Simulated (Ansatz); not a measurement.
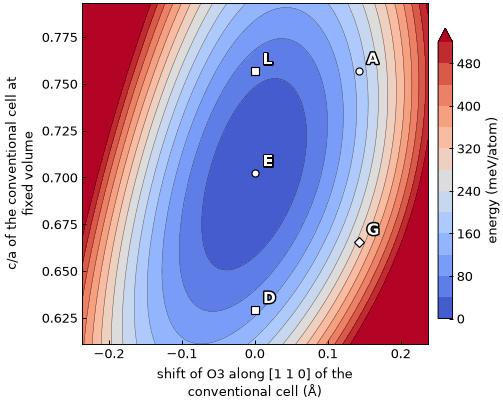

IrO₂ (P4_2/mnm, No. 136; 6 atoms in the cell). The energy is mapped over a free internal coordinate and the cell. The first coordinate is: shift of O3 along [1 1 0] of the conventional cell, Cartesian (0.71 0.71 0), its symmetry partners moved as symmetry demands (measured in the relaxed cell); the second: c/a of the conventional cell at fixed volume. Nothing is relaxed (all other coordinates fixed). The grid has 11 × 11 points. Points are written as (first, second). Energies are in meV/atom, from the lowest grid point. The runs have no spin polarisation; a magnetic state may lie lower. All numbers below come from DFT PBE, scalar-relativistic, plane waves, PAW (Ansatz). Settings: cutoff 520 eV, k-mesh 10×10×12 in the order of the run's cell vectors, gaussian smearing 0.15 eV, no spin polarisation.

The picture shows filled contours, one colour for all values above the top of the scale, lettered points. Between grid points the surface is interpolated.

> What kind of point is each of A, D, E, G: minimum, saddle, maximum or slope?

A: on a slope; D: on a slope; E: minimum; G: on a slope. (In these two coordinates alone; a stationary point may lie a little off the grid point.)

> Rank the lettered points by energy, lowest first.

E (0 meV/atom), L (56 meV/atom), D (110 meV/atom), A (174 meV/atom), G (289 meV/atom).

PAW datasets: the set soft_1.
